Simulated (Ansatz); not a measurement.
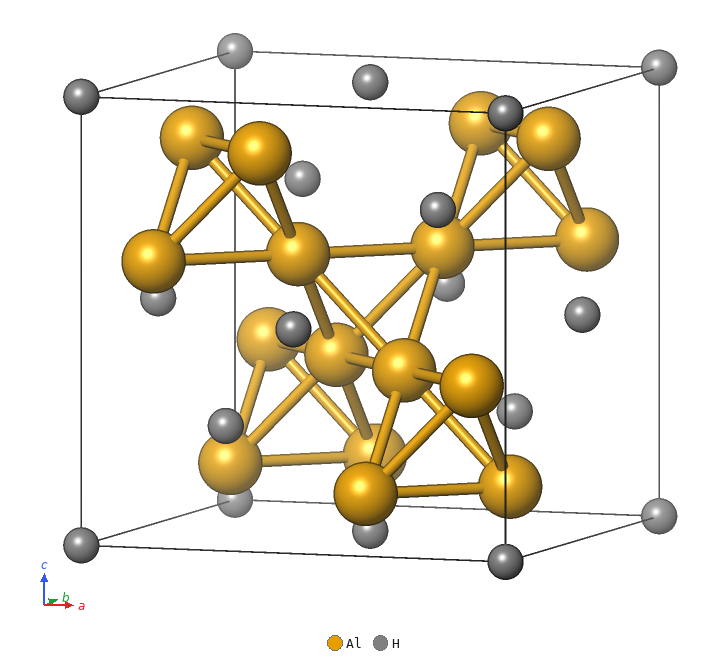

An orthographic ball-and-stick view of the structure, slightly off an axis. The parallelepiped is the conventional unit cell. Cell: a = 7.48 Å, b = 7.48 Å, c = 7.48 Å, α = 90.00°, β = 90.00°, γ = 90.00°.

Starting structure: a structure type filled with these elements by a generator (whether the compound takes this form wasn't checked). Earlier steps of the study, as a rule a relaxation of our own, may have changed the cell and positions, so they can lie some per cent off the listed ones. Ansatz was used for an electronic-structure calculation on it.

Describe the arrangement of the atoms.

Formula: Al₂H. The structure has Fd-3m (No. 227) symmetry and a face-centred cubic lattice. It belongs to the family called cubic Laves phase (C15, MgCu₂ type). The cell has 24 atoms, namely 16 Al, 8 H. Each Al atom is coordinated by six Al at about 2.6 Å. The bonds build a three-dimensional framework; H atoms get no bond from the drawing's distance rule.

Run with Ansatz 0.2.0, DFT PBE, scalar-relativistic, plane waves, PAW and these settings: a kinetic-energy cutoff of 420 eV, k-points about 0.15 Å⁻¹ apart, Gaussian smearing of 0.1 eV, no spin polarisation.

Metal or not?

A metal: bands cross the Fermi level.

Give the Bader charge of each element.

Al +0.14 e; H -0.28 e.

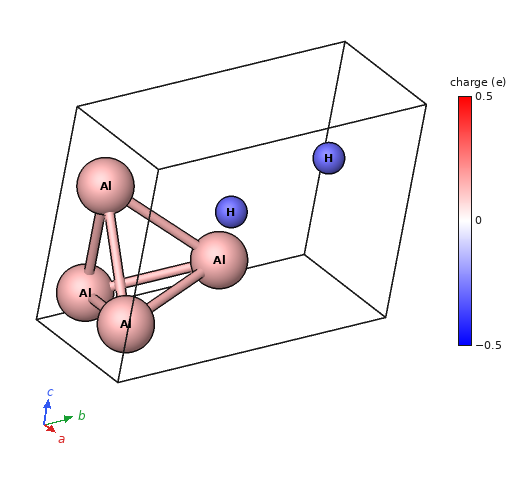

The atoms coloured by those charges. The run's cell of 6 atoms is drawn, so axes and origin can differ from the first picture.

Can this geometry be taken as optimised?

Yes. All forces vanish to within 0.01 eV/Å. The pressure is 0.0 GPa, close to zero.
